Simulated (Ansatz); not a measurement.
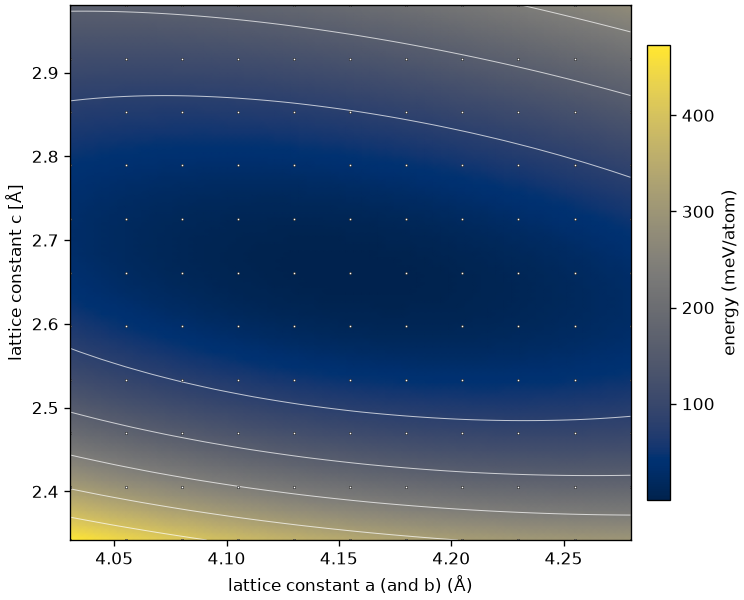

SiO₂ (P4_2/mnm, No. 136; 6 atoms in the cell). 
- The energy is mapped over the lattice constants a and c of the conventional cell.
- First axis: lattice constant a (and b). Second axis: lattice constant c.
- Nothing is relaxed (fractional coordinates fixed).
- Grid: 11 × 11 points.
- Points are written as (first, second).
- All energies are given in meV/atom relative to the lowest grid point.
- Theory: Ansatz 0.2.0, DFT LDA, scalar-relativistic, plane waves, PAW. Settings: cutoff 520 eV, k-mesh 6×6×8 in the order of the run's cell vectors, gaussian smearing 0.05 eV, no spin polarisation.

In the figure: a smooth colour map with a few white contour lines, dots at the grid points. Between grid points the surface is interpolated.

The lowest grid point is at (4.155 Å, 2.661 Å). It is the only kind of minimum in the scanned range. The highest grid point, (4.030 Å, 2.342 Å), lies 473 meV/atom above the lowest. Round the minimum the valley is somewhat tilted: raising lattice constant a (and b) shifts the best value of lattice constant c downwards (coupling k₁₂/√(k₁₁k₂₂) about 0.4). The gap on the k-mesh is 5.8 eV at the lowest point and runs from 2.7 to 9.0 eV over the map.

The level of theory is changed to DFT PBE, scalar-relativistic, plane waves, PAW in Ansatz 0.2.0; with it change the cell, relaxed at the new level (first cell vector 4.236 Å, before 4.155 Å); the new grid has 9 × 9 points, laid about the new relaxed structure.

What does this change do to the map?

The minimum (interpolated where it lies between grid points) moves from (4.155 Å, 2.661 Å) to (4.236 Å, 2.690 Å). The curvature at the minimum changes from about 25 to 22 eV/Å² along lattice constant a (and b) and by less than a tenth (about 29) eV/Å² along lattice constant c (per cell). In the new map: the gap on the k-mesh is 5.1 eV at the lowest point and runs from 2.0 to 8.8 eV over the map.

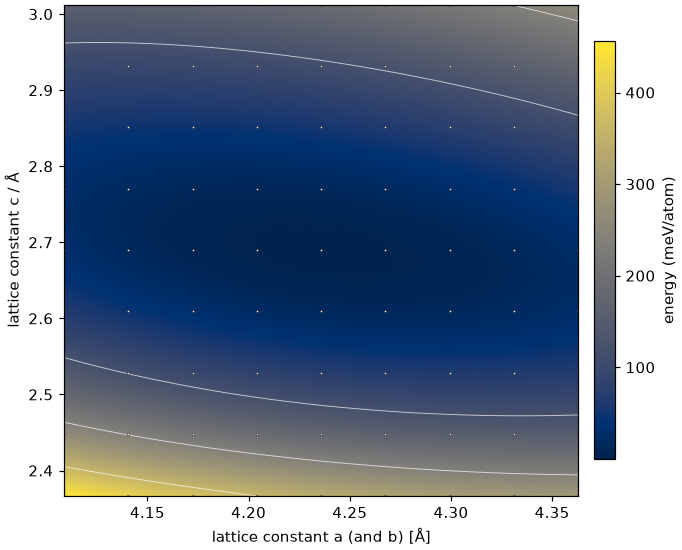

The map after the change, on a colour scale of its own. The picture shows a smooth colour map with a few white contour lines, dots at the grid points. Between grid points the surface is interpolated.

PAW datasets: the set soft_1.
